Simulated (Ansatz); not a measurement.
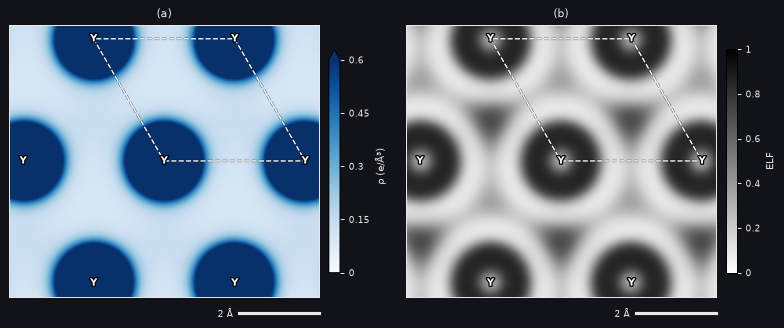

Y. (a) valence charge density (pseudo); (b) electron localisation function on the (001) plane of the conventional cell.

Space group P6₃/mmc; changed on purpose from its base cell (strain -0.040 along x and y, -0.080 along z, atoms carried along); computed pressure about 8 GPa in this cell.

The calculation used DFT PBE, scalar-relativistic, plane waves, PAW in Ansatz.

In a PAW calculation such maps are meaningful between the atoms, not at the nuclei.

### Interpret the plot.

Atoms in the plane: Y.
Y–Y (3.51 Å): ρ at the midpoint is about 0.11 e/Å³; the ELF is about 0.20 at the midpoint; no localised pair shows between them.
Between the atoms the lowest density in this plane is 0.09 e/Å³.
The features right at Y lie inside the PAW spheres, where the map follows smoothed inner orbitals and isn't to be read closely.

### Does the calculation give a band gap?

It is gapless in this calculation (a metal or semimetal).
